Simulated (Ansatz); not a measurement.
**One crystal, many levels of theory: Al2InN3 (Cmc2_1)**

Wanted: a ladder of band gaps for Al2InN3 (Cmc2_1), from density functionals to G0W0.

Method: density functionals, hybrids and G0W0, plane waves, PAW, in Ansatz 0.2.0.

### 1. Set-up

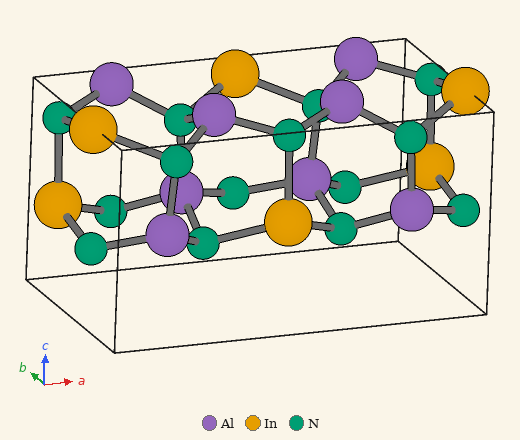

Start, viewed slightly off an axis; aluminium purple, indium orange, nitrogen teal. This picture shows the conventional cell, with its axes. Some periodic images of atoms are drawn too.

The cell and positions are those that the Materials Project relaxed with its own functionals (PBE, PBE+U or r2SCAN), kept fixed.

The logs state that the PAW files were generated under PBE.

### 2. PBE on the 6×6×4 mesh

Levels along a band path and on the mesh show where this functional puts the band edges.

This step: DFT, PBE, plane waves, PAW; PAW set soft_1.

input.yaml reads:

```yaml
crystal:
  lattice:
    - [4.8800190524, -2.8055151375, 0.0]
    - [4.8800190524, 2.8055151375, 0.0]
    - [0.0, 0.0, 5.1994618]
  atoms:
    - { symbol: Al, position: [0.00854286, 0.33490025, 0.99162672] }
    - { symbol: Al, position: [0.66509975, 0.99145714, 0.99162672] }
    - { symbol: Al, position: [0.99145714, 0.66509975, 0.49162672] }
    - { symbol: Al, position: [0.33490025, 0.00854286, 0.49162672] }
    - { symbol: In, position: [0.32191553, 0.67808447, 0.98638376] }
    - { symbol: In, position: [0.67808447, 0.32191553, 0.48638376] }
    - { symbol: "N", position: [0.03698256, 0.33358057, 0.35579997] }
    - { symbol: "N", position: [0.66641943, 0.96301744, 0.35579997] }
    - { symbol: "N", position: [0.96301744, 0.66641943, 0.85579997] }
    - { symbol: "N", position: [0.33358057, 0.03698256, 0.85579997] }
    - { symbol: "N", position: [0.29809134, 0.70190866, 0.40676283] }
    - { symbol: "N", position: [0.70190866, 0.29809134, 0.90676283] }
kpoints:
  mp_grid: { grid: [6, 6, 4] }
  band_path:
    path:
      - [[0.0, 0.0, 0.0], [0.5, 0.5, 0.0], [0.33262704, 0.66737296, 0.0]]
      - [[-0.33262704, 0.33262704, 0.0], [0.0, 0.0, 0.0], [0.0, 0.0, 0.5], [-0.33262704, 0.33262704, 0.5]]
      - [[0.33262704, 0.66737296, 0.5], [0.5, 0.5, 0.5], [0.5, 0.5, 0.0]]
      - [[0.0, 0.0, 0.0], [0.0, 0.5, 0.0], [0.0, 0.5, 0.5], [0.0, 0.0, 0.5], [0.5, 0.5, 0.5]]
    npoints: 10
hamiltonian:
  xc: pbe
  pseudopotentials: { kind: paw, azcp: { folder: soft_1 } }
scf:
  occupations: { method: fermi_dirac, width: 0.02 }
  n_extra_bands: 8
output:
  eigenvalues: true
  forces: true
  stress: true
  write_density: true
  write_potential: true
  elf: true
  volumetric_format: npy
```

Started as:

```console
> ansatz run input.yaml --threads 2 --pin off --max-ram 92160MiB --backend cuda --events-out ev --progress --plain --runs-dir out --devices 1 --max-vram 13GiB
```

Numbers of over 12 decimals in the logs are rounded to 6 here.

Output:

```text
scf.n_extra_bands = 8 over 34 filled bands (N_el = 68.0): the run solves 42 bands
GPUs: using 1 of 1 available (devices: 1).
Engine: ansatz 0.2.0, x86_64-unknown-linux-gnu
Pseudopotentials: kind: paw
Pseudopotential: Al, paw, valence charge 3, recommended cutoff 420 eV (normal), soft_1/Al.paw.azcp
Pseudopotential: In, paw, valence charge 13, recommended cutoff 420 eV (normal), soft_1/In.paw.azcp
Pseudopotential: N, paw, valence charge 5, recommended cutoff 420 eV (normal), soft_1/N.paw.azcp
Functional definition: PBE
  parameter kappa = 0.804
  parameter beta = 0.066725
  exchange = pbe_x(kappa = kappa, mu = beta*pi^2/3)
  correlation = pbe_c(beta = beta)
device memory: the entry about to start is reckoned to put 3.9 GiB on a device that reports 35.2 GiB free (of which the cap on the GPU budget leaves the run 13.0 GiB)
GPU FFT provider: cuFFT
GPU libraries: cuBLAS 13.8.2, cuFFT 12.4.0, cuSOLVER 12.3.4
Crystal: 12 atoms, lattice volume = 142.371 Å³
Basis set: ecut = 420 eV, 2793 PW (Γ), exchange–correlation on 80×80×72 points (8 copies of the dense FFT grid, shifted against one another)
Bands: 42, of which v1, the nominal top of the filled ones, is band 34 counted from 1 (33 counted from 0)
Symmetry: 4 space group operations
Space group: Cmc21 (ITA 36), of the structure as read, at distance tolerance 5.2e-5 Å
k-points: 39 of 144 (time reversal used)
Non-local potential: Al, projectors of the file, l = 0: 2, l = 1: 2, l = 2: 1
Non-local potential: In, projectors of the file, l = 0: 2, l = 1: 2, l = 2: 2, l = 3: 1
Non-local potential: N, projectors of the file, l = 0: 2, l = 1: 2, l = 2: 1
PAW form: soft (Blöchl's): semilocal exchange-correlation on the pseudo side does not see the compensation charge
PAW one-centre angular grid: Al, 110 points (default); XC on 64 Gauss nodes
PAW one-centre angular grid: In, 590 points (default); XC on 64 Gauss nodes
PAW one-centre angular grid: N, 110 points (default); XC on 64 Gauss nodes
Initial density: superposition of atomic densities (chi_scale 0.1, normalization cell, long waves kept (reshape's long-wave potential 0.07 eV rms))
Initial wavefunctions: pseudopotential atomic-orbital guess
GPU buffer pool allocated for 57600 grid points (all kernels)
GPU transforms: local potential and band sums: pruned to the plane-wave sphere, on 40×40×36
Functional: x = pbe(κ = 0.804, μ = 0.219515), c = pbe(β = 0.066725)
SCF iter   1: F=—  HF=-15666.433904 eV  |F-HF|=—  |Δ(HF+E_count)|=         —  Δρ=1.13e-1  dr2=2.20e1  ethr=3.10e-3  ⟨swp⟩=7.4  Hψ=6898  notcnv=0
preconditioner: auto → Resta (q_TF=auto, 2.412 Å⁻¹)  ε∞=4.3  [insulator: Δε(μ)=3.270 eV  Ē_g=14.068 eV  σ=0.020 eV  W_gap=1.00  n_scr=26 (ndim 8)  ℏωp=25.7 eV  f_vac=0.000  D(μ)=0.00/eV (n_scr^D=0)  ε∞_Penn≈4.3]
SCF iter   2: F=—  HF=-15660.547983 eV  |F-HF|=—  |Δ(HF+E_count)|=    5.89e0  Δρ=4.27e-2  dr2=1.56e0  ethr=3.10e-3  ⟨swp⟩=3.2  Hψ=3756  notcnv=0  defer=78
SCF iter   3: F=—  HF=-15660.269135 eV  |F-HF|=—  |Δ(HF+E_count)|=   2.79e-1  Δρ=2.08e-2  dr2=4.17e-1  ethr=2.29e-3  ⟨swp⟩=2.0  Hψ=2157  notcnv=0  defer=78
SCF iter   4: F=—  HF=-15660.227934 eV  |F-HF|=—  |Δ(HF+E_count)|=   4.12e-2  Δρ=2.35e-3  dr2=8.59e-3  ethr=6.13e-4  ⟨swp⟩=2.0  Hψ=1794  notcnv=0  defer=78
SCF iter   5: F=—  HF=-15660.231797 eV  |F-HF|=—  |Δ(HF+E_count)|=   3.86e-3  Δρ=1.36e-3  dr2=2.46e-3  ethr=1.26e-5  ⟨swp⟩=2.1  Hψ=3069  notcnv=0  defer=78
SCF iter   6: F=—  HF=-15660.232536 eV  |F-HF|=—  |Δ(HF+E_count)|=   7.39e-4  Δρ=6.89e-4  dr2=6.93e-4  ethr=3.62e-6  ⟨swp⟩=2.0  Hψ=2983  notcnv=0  defer=78
SCF iter   7: F=—  HF=-15660.232445 eV  |F-HF|=—  |Δ(HF+E_count)|=   9.08e-5  Δρ=1.24e-4  dr2=2.40e-5  ethr=1.02e-6  ⟨swp⟩=2.0  Hψ=2192  notcnv=0  defer=78
SCF iter   8: F=—  HF=-15660.232466 eV  |F-HF|=—  |Δ(HF+E_count)|=   2.05e-5  Δρ=2.66e-5  dr2=1.03e-6  ethr=3.53e-8  ⟨swp⟩=2.2  Hψ=2695  notcnv=0  defer=78
SCF iter   9: F=-15660.232467 eV  HF=-15660.232466 eV  |F-HF|=1.01e-8  |Δ(HF+E_count)|=   6.60e-7  Δρ=3.14e-6  dr2=1.16e-8  ethr=1.47e-10  ⟨swp⟩=16.3  Hψ=12903  notcnv=0
SCF 1 converged in 9 iterations: F = -15660.232467 eV  dr2 = 1.16e-8
[...]
device memory: the entry about to start is reckoned to put 1.8 GiB on a device that reports 35.2 GiB free (of which the cap on the GPU budget leaves the run 13.0 GiB)
NSCF: frozen V_eff on 114 k-points
SCF converged after 9 iterations
Free energy (F): -15660.232467 eV
Harris-Foulkes:  -15660.232466 eV  (|F-HF|=1.01e-8)
Internal energy: -15660.232467 eV  (E = F + TS)
E sigma→0 (E₀):  -15660.232467 eV
Fermi energy:    9.395537 eV
--- Per-component energies (eV) ---
  E_band       = 61.711663
  E_kinetic    = 1321.325457
  E_local      = -3472.801301  (includes V_loc(G=0)·N_el)
  E_nonlocal   = 905.673609
  E_hartree    = 1380.437440
  E_xc         = -798.736836
  E_vxc        = -754.978276  (∫ρ·V_xc dr)
  E_paw        = -11071.245134  (= ΣΔE_a)
  E_vpaw       = -698.388697  (= ΣTr[D̂ρ^β])
  E_aug_tail   = 0.005281  (compensation charges beyond the density's cutoff)
  E_ewald      = -3924.890984
  E_smearing   = -0.000000  (= −TS)
  E_closure    = -0.000000  (closes the sum)
  Σ components = -15660.232467   (vs F -15660.232467, Δ=0.00e0)
--- Forces (eV/Å), atoms counted from 1 ---
  atom   1  Al    -0.00134153     0.00785701     0.00304652
  atom   2  Al     0.00134153     0.00785701     0.00304652
  atom   3  Al     0.00134153    -0.00785701     0.00304652
  atom   4  Al    -0.00134153    -0.00785701     0.00304652
  atom   5  In     0.00000000     0.00559878     0.00671183
  atom   6  In     0.00000000    -0.00559878     0.00671183
  atom   7  N     -0.00080549     0.00547545    -0.00147551
  atom   8  N      0.00080549     0.00547545    -0.00147551
  atom   9  N      0.00080549    -0.00547545    -0.00147551
  atom  10  N     -0.00080549    -0.00547545    -0.00147551
  atom  11  N      0.00000000    -0.01129131    -0.00987405
  atom  12  N      0.00000000     0.01129131    -0.00987405
  max |Σ_I F_I| component: 4.04e-5 eV/Å
--- Stress (GPa, compression-positive) ---
        4.300285       0.000000       0.000000
        0.000000       4.335564       0.000000
        0.000000       0.000000       4.490232
  P = ⅓ Tr σ = 4.3754 GPa (43.754 kbar)
--- Band table (eV; the first three rows and the last of 39) ---
  k-point 0: bands = [... 30 lower, 7.6265, 8.1739, 8.1811, 8.2460, 10.5384, 12.7805, 13.5116, 13.8779, ... 4 higher]
  k-point 1: bands = [... 30 lower, 7.6928, 7.8019, 8.0637, 8.1100, 11.4284, 12.9158, 14.1790, 14.3991, ... 4 higher]
  k-point 2: bands = [... 30 lower, 7.8501, 7.8501, 8.1149, 8.1149, 12.6473, 12.6473, 15.0665, 15.0665, ... 4 higher]
  k-point 38: bands = [... 30 lower, 7.3306, 7.3306, 7.6331, 7.6331, 12.9714, 12.9714, 13.9124, 13.9124, ... 4 higher]
```

Elapsed: 7.1 s, on 1 × NVIDIA H100 80GB HBM3 (shared by 6 runs) with 2 threads of AMD EPYC 7R13 (Zen 3), shared host; peak memory 1 GiB.

This step gave:

* pressure: 4.375 GPa
* filled bands: 34
* gap: 2.292 eV
* valence top at: Γ
* conduction bottom at: Γ
* least direct gap: 2.292 eV

Over mesh and path the gap is 2.292 eV, direct, at k = Γ. The pressure in this cell is 4 GPa; the cell is kept.

### 3. PBE+SOC on the 6×6×4 mesh

This run has two-component orbitals with spin-orbit coupling.

This step: DFT, PBE with spin-orbit coupling, plane waves, PAW; PAW set soft_1.

input.yaml, as its differences from that of step 2:

```diff
@@ -22,13 +22,20 @@
     path:
-      - [[0.0, 0.0, 0.0], [0.5, 0.5, 0.0], [0.33262704, 0.66737296, 0.0]]
-      - [[-0.33262704, 0.33262704, 0.0], [0.0, 0.0, 0.0], [0.0, 0.0, 0.5], [-0.33262704, 0.33262704, 0.5]]
-      - [[0.33262704, 0.66737296, 0.5], [0.5, 0.5, 0.5], [0.5, 0.5, 0.0]]
-      - [[0.0, 0.0, 0.0], [0.0, 0.5, 0.0], [0.0, 0.5, 0.5], [0.0, 0.0, 0.5], [0.5, 0.5, 0.5]]
-    npoints: 10
+      - [0.0, 0.0, 0.0]
+      - [0.5, 0.5, 0.0]
+      - [0.33262704, 0.66737296, 0.0]
+      - [-0.33262704, 0.33262704, 0.0]
+      - [0.0, 0.0, 0.5]
+      - [-0.33262704, 0.33262704, 0.5]
+      - [0.33262704, 0.66737296, 0.5]
+      - [0.5, 0.5, 0.5]
+    npoints: 1
 hamiltonian:
   xc: pbe
-  pseudopotentials: { kind: paw, azcp: { folder: soft_1 } }
+  pseudopotentials: { kind: paw_fr, azcp: { folder: soft_1 } }
 scf:
-  occupations: { method: fermi_dirac, width: 0.02 }
-  n_extra_bands: 8
+  occupations: { method: fixed }
+  n_extra_bands: 16
+magnetization:
+  noncollinear: true
+  spin_orbit: true
 output:
@@ -37,5 +44 @@
   stress: true
-  write_density: true
-  write_potential: true
-  elf: true
-  volumetric_format: npy
```

Output:

```text
[...]
GPUs: using 1 of 1 available (devices: 1).
[...]
non-collinear run that drives no moment, with spin-orbit: no starting moment large enough to seed its density (crystal.atoms[].spin), no starting occupations that ask for one, no magnetisation constraint and no magnetic field, so the semilocal B_xc is pinned to zero
[...]
GPU FFT provider: cuFFT
GPU libraries: cuBLAS 13.8.2, cuFFT 12.4.0, cuSOLVER 12.3.4
Crystal: 12 atoms, lattice volume = 142.371 Å³
Basis set: ecut = 420 eV, 2793 PW (Γ), exchange–correlation on 80×80×72 points (8 copies of the dense FFT grid, shifted against one another)
Bands: 84, of which v1, the nominal top of the filled ones, is band 68 counted from 1 (67 counted from 0)
Symmetry: 4 space group operations + 4 with time reversal
[...]
k-points: 39 of 144 (time reversal used)
[...]
atom   8  N      0.00476063     0.00751292    -0.00038043
  atom   9  N      0.00476063    -0.00751292    -0.00038043
  atom  10  N     -0.00476063    -0.00751292    -0.00038043
  atom  11  N      0.00000000    -0.01605977    -0.01433256
  atom  12  N      0.00000000     0.01605977    -0.01433256
  max |Σ_I F_I| component: 5.89e-5 eV/Å
--- Stress (GPa, compression-positive) ---
        4.251504       0.000000       0.000000
        0.000000       4.288096       0.000000
        0.000000       0.000000       4.459747
  P = ⅓ Tr σ = 4.3331 GPa (43.331 kbar)
--- Band table (eV; the first three rows and the last of 39) ---
  k-point 0: bands = [... 64 lower, 8.1816, 8.1816, 8.2461, 8.2461, 10.5385, 10.5385, 12.7815, 12.7815, ... 12 higher]
  k-point 1: bands = [... 64 lower, 8.0616, 8.0616, 8.1093, 8.1093, 11.4280, 11.4280, 12.9162, 12.9162, ... 12 higher]
  k-point 2: bands = [... 64 lower, 8.1141, 8.1141, 8.1141, 8.1141, 12.6469, 12.6469, 12.6469, 12.6469, ... 12 higher]
  k-point 38: bands = [... 64 lower, 7.6340, 7.6340, 7.6340, 7.6340, 12.9691, 12.9691, 12.9691, 12.9691, ... 12 higher]
[key lines of the parts left out:]
SCF converged after 9 iterations
Magnetization: |M| = 0.0000 μB,  M = (+0.0000, +0.0000, +0.0000) μB
Free energy (F): -15664.077464 eV
Fermi energy:    8.246104 eV
```

Wall time 9.1 s (1 × NVIDIA H100 80GB HBM3 (shared by 6 runs) with 2 threads); peak memory 1 GiB; 9.8 s of CPU time.

Numbers from this step:

| Item | Value |
| --- | --- |
| pressure | 4.333 GPa |
| gap | 2.292 eV |
| valence top at | Γ |
| conduction bottom at | Γ |
| least direct gap | 2.292 eV |

Over mesh and listed points the gap is 2.292 eV, direct, at k = Γ. The pressure in this cell is 4 GPa; the cell is kept. PBE+SOC against PBE: 2.292 − 2.292 = +0.000 eV, with the same mesh, set of files (read in its fully relativistic form for the spin-orbit run) and cutoff, and both edges at the same k points. The spin-orbit run sees mesh and listed points alone, so its gap is an upper bound: the coupling can move an edge off these points, the more so as this crystal has no centre of inversion, and the change over the zone, its sign included where it is small, is not known.

### 4. r2SCAN on the 6×6×4 mesh

r2SCAN is a meta-GGA: it depends on the kinetic-energy density as well as on the density and its gradient.

This step: DFT, r2SCAN, plane waves, PAW; PAW set soft_1.

input.yaml, as its differences from that of step 3:

```diff
@@ -32,10 +32,7 @@
 hamiltonian:
-  xc: pbe
-  pseudopotentials: { kind: paw_fr, azcp: { folder: soft_1 } }
+  xc: r2scan
+  pseudopotentials: { kind: paw, azcp: { folder: soft_1 } }
 scf:
   occupations: { method: fixed }
-  n_extra_bands: 16
-magnetization:
-  noncollinear: true
-  spin_orbit: true
+  n_extra_bands: 8
 output:
```

Output:

```text
[...]
GPUs: using 1 of 1 available (devices: 1).
[...]
GPU FFT provider: cuFFT
GPU libraries: cuBLAS 13.8.2, cuFFT 12.4.0, cuSOLVER 12.3.4
Crystal: 12 atoms, lattice volume = 142.371 Å³
Basis set: ecut = 500 eV, 3589 PW (Γ), exchange–correlation on 180×180×160 points (64 copies of the dense FFT grid, shifted against one another)
[...]
k-point 0: bands = [... 30 lower, 7.3622, 7.9163, 7.9300, 7.9918, 10.7298, 13.0937, 13.8071, 14.1837, ... 4 higher]
  k-point 1: bands = [... 30 lower, 7.4331, 7.5517, 7.8045, 7.8550, 11.6204, 13.2275, 14.4929, 14.7229, ... 4 higher]
  k-point 2: bands = [... 30 lower, 7.5909, 7.5909, 7.8783, 7.8783, 12.9092, 12.9092, 15.4430, 15.4430, ... 4 higher]
  k-point 38: bands = [... 30 lower, 7.0859, 7.0859, 7.3930, 7.3930, 13.2622, 13.2622, 14.2424, 14.2424, ... 4 higher]
[key lines of the parts left out:]
SCF converged after 9 iterations
Free energy (F): -15707.624984 eV
Fermi energy:    7.991834 eV
P = ⅓ Tr σ = -0.0054 GPa (-0.054 kbar)
```

Elapsed: 8.2 s, on 1 × NVIDIA H100 80GB HBM3 (shared by 6 runs) with 2 threads; peak memory 1.1 GiB; 10 s of CPU time.

Numbers from this step:

```yaml
pressure: -0.005423 GPa
gap: 2.738 eV
valence_top_at: Γ
conduction_bottom_at: Γ
least_direct_gap: 2.738 eV
```

Over mesh and listed points the gap is 2.738 eV, direct, at k = Γ. r2SCAN against PBE: 2.738 − 2.292 = +0.446 eV. The runs also differ in plane-wave cutoff (420 eV and 500 eV), so how much of this comes from the functional alone is not known.

### 5. HSE06 on the 6×6×4 mesh

HSE06 mixes in a quarter of exact exchange at short range.

This step: DFT, HSE06, plane waves, PAW; PAW set soft_1.

input.yaml, as its differences from that of step 4:

```diff
@@ -32,3 +32,3 @@
 hamiltonian:
-  xc: r2scan
+  xc: hse06
   pseudopotentials: { kind: paw, azcp: { folder: soft_1 } }
@@ -39,3 +39 @@
   eigenvalues: true
-  forces: true
-  stress: true
```

Output:

```text
[...]
GPUs: using 1 of 1 available (devices: 1).
[...]
davidson cushion auto → on  (no smearing: the cushion is to keep the highest requested band from converging to the state above it; pin scf.eigensolver.cushion to override)
[...]
GPU FFT provider: cuFFT
GPU libraries: cuBLAS 13.8.2, cuFFT 12.4.0, cuSOLVER 12.3.4
Crystal: 12 atoms, lattice volume = 142.371 Å³
Basis set: ecut = 420 eV, 2793 PW (Γ)
[...]
Fermi energy:    7.378555 eV
[...]
--- Band table (eV; the first three rows and the last of 39) ---
  k-point 0: bands = [... 30 lower, 6.7165, 7.2939, 7.3194, 7.3786, 10.8772, 13.3218, 13.8569, 14.2495, ... 4 higher]
  k-point 1: bands = [... 30 lower, 6.7905, 6.9226, 7.1747, 7.2357, 11.7895, 13.4768, 14.5817, 14.8204, ... 4 higher]
  k-point 2: bands = [... 30 lower, 6.9532, 6.9532, 7.2906, 7.2906, 13.1541, 13.1541, 15.6033, 15.6033, ... 4 higher]
  k-point 38: bands = [... 30 lower, 6.4406, 6.4406, 6.7846, 6.7846, 13.4230, 13.4230, 14.4716, 14.4716, ... 4 higher]
[key lines of the parts left out:]
Free energy (F): -15669.741939 eV
```

It took 91 s on 1 × NVIDIA H100 80GB HBM3 (shared by 6 runs) with 2 threads; peak memory 2.2 GiB.

Numbers from this step:

```
gap                     : 3.499 eV
valence top at          : Γ
conduction bottom at    : Γ
least direct gap        : 3.499 eV
exact-exchange fraction : 0.25
```

Over mesh and listed points the gap is 3.499 eV, direct, at k = Γ. HSE06 against PBE: 3.499 − 2.292 = +1.207 eV, with the same mesh, files and cutoff, and both edges at the same k points.

### 6. G0W0@PBE, 6×6×4 mesh, 780 empty bands, screening to 180 eV, PAW set soft_1 files

G0W0 replaces the xc potential by a self-energy built once from the orbitals of the start. Levels are corrected in the window of bands that the input names, at points of the mesh.

This step: G0W0 on PBE, plane waves, PAW; PAW set soft_1.

input.yaml, as its differences from that of step 5:

```diff
@@ -20,15 +20,4 @@
   mp_grid: { grid: [6, 6, 4] }
-  band_path:
-    path:
-      - [0.0, 0.0, 0.0]
-      - [0.5, 0.5, 0.0]
-      - [0.33262704, 0.66737296, 0.0]
-      - [-0.33262704, 0.33262704, 0.0]
-      - [0.0, 0.0, 0.5]
-      - [-0.33262704, 0.33262704, 0.5]
-      - [0.33262704, 0.66737296, 0.5]
-      - [0.5, 0.5, 0.5]
-    npoints: 1
 hamiltonian:
-  xc: hse06
+  xc: pbe
   pseudopotentials: { kind: paw, azcp: { folder: soft_1 } }
@@ -36,4 +25,7 @@
   occupations: { method: fixed }
-  n_extra_bands: 8
-output:
-  eigenvalues: true
+gw:
+  n_empty_bands: 780
+  ecut_chi: 180.0
+  qp_bands: [v4, c4]
+  qp_kpoints: band_edges
+  screening: { model: contour_deformation }
```

Output:

```text
GPUs: using 1 of 1 available (devices: 1).
[...]
GPU FFT provider: cuFFT
GPU libraries: cuBLAS 13.8.2, cuFFT 12.4.0, cuSOLVER 12.3.4
Crystal: 12 atoms, lattice volume = 142.371 Å³
Basis set: ecut = 420 eV, 2793 PW (Γ)
Bands: 46, of which v1, the nominal top of the filled ones, is band 34 counted from 1 (33 counted from 0)
Symmetry: 4 space group operations
[...]
k-points: 39 of 144 (time reversal used)
[...]
0    38     13.8778    -6.3869    -4.3128   -10.9988  0.8176    14.1779    14.1770  root
[...]
37    35     12.6729   -10.9615    -4.3134   -15.8537  0.7911    13.2552    13.2517  root
    37    36     12.6929    -8.9995    -4.2648   -13.7236  0.8083    13.1542    13.1522  root
    37    37     13.7216    -8.7145    -4.2607   -13.4322  0.8001    14.1810    14.1786  root
    37    38     14.2509    -7.8862    -4.5196   -12.8633  0.7997    14.7111    14.7085  root
[key lines of the parts left out:]
SCF converged after 9 iterations
Free energy (F): -15660.232440 eV
Fermi energy:    8.246112 eV
```

The job ended after 6.2 min (1 × NVIDIA H100 80GB HBM3 (shared by 6 runs) with 2 threads; peak memory 6.5 GiB; 11 min of CPU time).

Numbers from this step:

| Property | Result |
| --- | --- |
| bands summed | 814 |
| RPA ε∞ on this mesh (eigenvalues) | 5.077, 5.106, 5.337 |
| plane waves in the screening matrix | 767 |
| G0W0 gap over the corrected points | 3.519 eV |
| k of the valence top | 0, 0, 0 |
| k of the conduction bottom | 0, 0, 0 |
| starting gap on the mesh | 2.292 eV |
| Z at the valence top | 0.7624 |
| Z at the conduction bottom | 0.8000 |
| least direct G0W0 gap over the corrected points | 3.519 eV |

Over 35 of 39 irreducible mesh points the G0W0 gap is 3.519 eV, direct, at k = Γ. The PBE gap of this run on the mesh is 2.292 eV. The two states that bound the G0W0 gap lie that far apart at the start, so the correction of the gap is 3.519 − 2.292 = +1.227 eV.

[end of part 1 of 2]

[Paths, hosts, dates, memory and timing lines, banners, echoed tables and standing remarks are left out of the program output.]

[Logs are printed without paths, hosts, clocks, repeated set-up lines and the standing remarks that a program may print on its own settings, such as how far it seeks lower states.]

[Runs of the session that timed out or met a known fault of the program may be left out.]

[Cells called generated may have been cut or substituted from an entry of the Crystallography Open Database or the Materials Project.]

[Hosts, paths, dates, database ids (printed as entryN), source tags and the programs' standing remarks are cut or masked in the printed files.]

[Where an RPA ε∞ is given, it is that of the G0W0 mesh and is not shown converged in it. Names of k-points follow the symmetry that the program found, which can be lower than the space group named. Band edges on a path are those of the sampled points; other points can move an edge, and change direct to indirect where valleys lie close.]

[Hybrid gaps are those of their k-mesh and are not shown converged in it.]
